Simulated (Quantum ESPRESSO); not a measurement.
**BP (F-43m): a worked LO-TO splitting**

How high does the longitudinal optical mode of BP (F-43m) lie, given the transverse one, the Born charge and ε∞?

Method: DFT LDA, scalar-relativistic, plane waves, PseudoDojo norm-conserving pseudopotentials, in Quantum ESPRESSO 7.5.

## Step 1: The relaxed structure

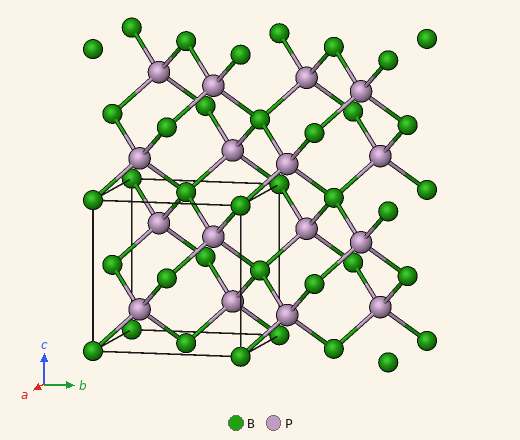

The starting structure, seen slightly off an axis (boron green, phosphorus pink). 1×2×2 cells are drawn. This picture shows the conventional cell, with its axes. Bonds to atoms that aren't drawn are left out. Some periodic images of atoms are drawn too.

As a file:

```
CELL_PARAMETERS angstrom
-2.24355 0.00000 2.24355
0.00000 2.24355 2.24355
-2.24355 2.24355 0.00000
ATOMIC_POSITIONS crystal
B 0.00000 0.00000 0.00000
P 0.25000 0.25000 0.25000
```

This is the cell after its relaxation at this level of theory, not the database cell from which that began.

## Step 2: What the response run gave

A linear-response run on the relaxed cell, with the response to an electric field; only its zone-centre results are used. Cutoff 84 Ry, k mesh 12×12×12.

Output:

```text
[banners, grids, parts of the stress and lines that vanish by symmetry left out]
Program PHONON v.7.5
     Reading xml data from directory:

[...]
Exchange-correlation= PW
                           (   1   4   0   0   0   0   0)
[...]
kinetic-energy cut-off    =      84.0000  Ry
     charge density cut-off    =     336.0000  Ry
     convergence threshold     =      1.0E-18
[...]
Exchange-correlation= PW
                           (   1   4   0   0   0   0   0)
[...]
q = (   0.0000000   0.0000000   0.0000000 )
     25 Sym.Ops. (with q -> -q+G )
     G cutoff =  611.9419  (  15905 G-vectors)     FFT grid: ( 36, 36, 36)
     number of k points=    72
[...]
Mode symmetry, T_d (-43m)  point group:
[...]
Dielectric constant
[...]
End of electric fields calculation
          Dielectric constant in cartesian axis
          (       9.159297009       0.000000000       0.000000000 )
          (       0.000000000       9.159297009       0.000000000 )
          (       0.000000000       0.000000000       9.159297009 )
          Effective charges (d Force / dE) in cartesian axis without acoustic sum rule applied (asr)
           atom    1  B     Mean Z*:       -0.64515
      Ex  (       -0.64515        0.00000       -0.00000 )
      Ey  (        0.00000       -0.64515       -0.00000 )
      Ez  (       -0.00000       -0.00000       -0.64515 )
           atom    2  P     Mean Z*:        0.64151
      Ex  (        0.64151        0.00000        0.00000 )
      Ey  (        0.00000        0.64151       -0.00000 )
      Ez  (        0.00000       -0.00000        0.64151 )
          Effective charges Sum: Mean:       -0.00364
[...]
Effective charges (d Force / dE) in cartesian axis with asr applied:
           atom    1  B     Mean Z*:       -0.64333
[...]
atom    2  P     Mean Z*:        0.64333
[...]
Representation #   1 modes #   1   2   3
[...]
End of self-consistent calculation
     Convergence has been achieved
     Representation #   2 modes #   4   5   6
[...]
End of self-consistent calculation
     Convergence has been achieved
[...]
Dielectric constant in cartesian axis
          (       9.159297009       0.000000000       0.000000000 )
          (       0.000000000       9.159297009       0.000000000 )
          (       0.000000000       0.000000000       9.159297009 )
          Effective charges (d Force / dE) in cartesian axis without acoustic sum rule applied (asr)
           atom    1  B     Mean Z*:       -0.64515
      Ex  (       -0.64515        0.00000       -0.00000 )
      Ey  (        0.00000       -0.64515       -0.00000 )
      Ez  (       -0.00000       -0.00000       -0.64515 )
           atom    2  P     Mean Z*:        0.64151
      Ex  (        0.64151        0.00000        0.00000 )
      Ey  (        0.00000        0.64151       -0.00000 )
      Ez  (        0.00000       -0.00000        0.64151 )
          Effective charges Sum: Mean:       -0.00364
[...]
Effective charges (d Force / dE) in cartesian axis with asr applied:
           atom    1  B     Mean Z*:       -0.64333
[...]
atom    2  P     Mean Z*:        0.64333
[...]
q = (    0.000000000   0.000000000   0.000000000 )
[...]
freq (    1) =      -0.014187 [THz] =      -0.473226 [cm-1]
     freq (    2) =      -0.014187 [THz] =      -0.473226 [cm-1]
     freq (    3) =      -0.014187 [THz] =      -0.473226 [cm-1]
     freq (    4) =      24.617866 [THz] =     821.163621 [cm-1]
     freq (    5) =      24.617866 [THz] =     821.163621 [cm-1]
     freq (    6) =      24.617866 [THz] =     821.163621 [cm-1]
[...]
Mode symmetry, T_d (-43m)  point group:
     freq (   1-   3) =         -0.5  [cm-1]   --> T_2  G_15 P_4   I+R
     freq (   4-   6) =        821.2  [cm-1]   --> T_2  G_15 P_4   I+R

   JOB DONE.
```

| quantity | value |
| --- | --- |
| cell volume Ω (Å³) | 22.586 |
| mass of B (u) | 10.810 |
| mass of P (u) | 30.974 |
| Born charge of B, raw (e) | -0.645 |
| Born charge of P, raw (e) | 0.641 |
| ε∞ | 9.159 |
| ω(TO) after the sum rule (cm⁻¹) | 821.2 |

## Step 3: The calculation

The charges must sum to zero over the cell; taking off their mean, -0.002 e, leaves Z* = -0.643 e on B. In the polar mode B moves against P, so the reduced mass is μ = 10.81 × 30.97 / 41.78 = 8.013 u.

A longitudinal wave builds up a field that adds to the restoring force: ω(LO)² = ω(TO)² + 4π Z*² / (μ Ω ε∞), in Hartree atomic units. With μ = 14607 electron masses and Ω = 152.42 bohr³ the second term is 2.5506e-07 Ha², or 12286 cm⁻² (1 Ha = 219474.6 cm⁻¹).

So ω(LO) = √(674304 + 12286) = 828.6 cm⁻¹, and by the Lyddane-Sachs-Teller relation ε₀ = ε∞ (ω(LO)/ω(TO))² = 9.33.

## Step 4: Check against the program

The analysis program adds the same non-analytic term to the full matrix, here for q along (1 0 0).

Output:

```text
[banner, memory and clock lines left out]
Program DYNMAT v.7.5

     Reading Dynamical Matrix from file g.dyn
     ...Force constants read
     ...epsilon and Z* read

     Polarizability (A^3 units)
     multiply by 0.268834 for Clausius-Mossotti correction
        14.665007    0.000000    0.000000
         0.000000   14.665007    0.000000
         0.000000    0.000000   14.665007

     IR activities are in (D/A)^2/amu units

# mode   [cm-1]    [THz]      IR
    1      0.00    0.0000    0.0000
    2      0.00    0.0000    0.0000
    3      0.00    0.0000    0.0000
    4    821.16   24.6179    1.1916
    5    821.16   24.6179    1.1916
    6    828.61   24.8411    1.1916
```

ε₀ comes from the program's run without a direction of q.

| quantity | by hand | program |
| --- | --- | --- |
| ω(LO) (cm⁻¹) | 828.6 | 828.6 |
| ε₀ | 9.33 | 9.33 |

## Step 5: Summary of results

- TO mode: 821.2 cm⁻¹
- LO mode: 828.6 cm⁻¹
- static dielectric constant: 9.326

The LO mode of BP (F-43m) lies at 829 cm⁻¹, 7 cm⁻¹ above the TO mode; the formula meets the program within 0.1 cm⁻¹, as it must for a cubic crystal with one polar mode. ω(LO)² − ω(TO)² goes with Z*²/ε∞: an error of 5 % in ε∞ would move the LO mode by 0.4 cm⁻¹, and semilocal functionals tend to overestimate ε∞. These are harmonic values at zero temperature, at the volume of this functional, for the structure held cubic; stability elsewhere in the zone is no part of this calculation.

[Host names and launcher messages were left out of these logs when they were recorded.]

[Logs are printed without paths, hosts, clocks, repeated set-up lines and the standing remarks that a program may print on its own settings, such as how far it seeks lower states.]

[Hosts, paths, dates, database ids (printed as entryN), source tags and the programs' standing remarks are cut or masked in the printed files.]
